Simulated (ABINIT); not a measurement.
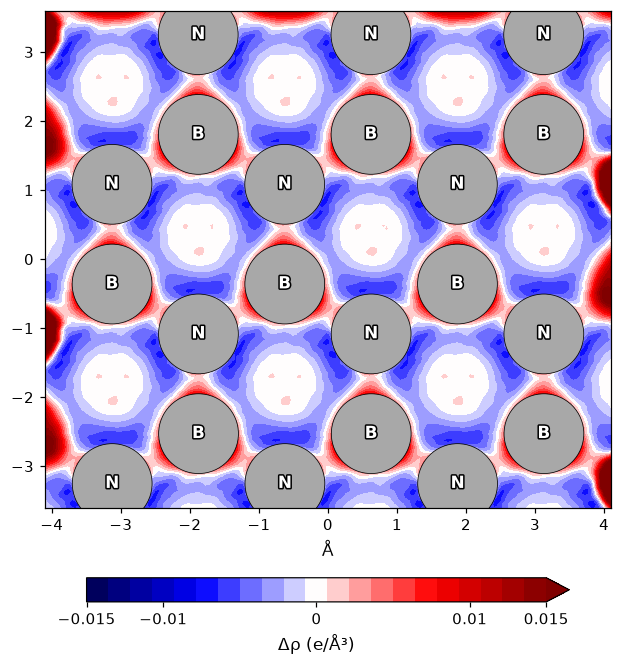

BN. Difference of the valence pseudo-densities of two functionals at the same geometry, on the (101) plane of the calculation cell: LDA less AM05.

Space group Fmm2; a structure from a database of computed crystals, not necessarily the ambient phase.

Both computed with ABINIT (plane waves, PAW), on the same k-point mesh. Grey discs cover the atomic cores.

```
CELL_PARAMETERS angstrom
0.00000 3.49532 2.16609
1.25163 0.00000 2.16609
1.25163 3.49532 0.00000
ATOMIC_POSITIONS crystal
N 0.66665 0.66665 0.33335
B 0.00005 0.00005 0.99995
```

Where does the change of functional move the electrons?

Against AM05, LDA gives less density around N (−0.007 e/Å³ on average at 0.8 Å from the nucleus).
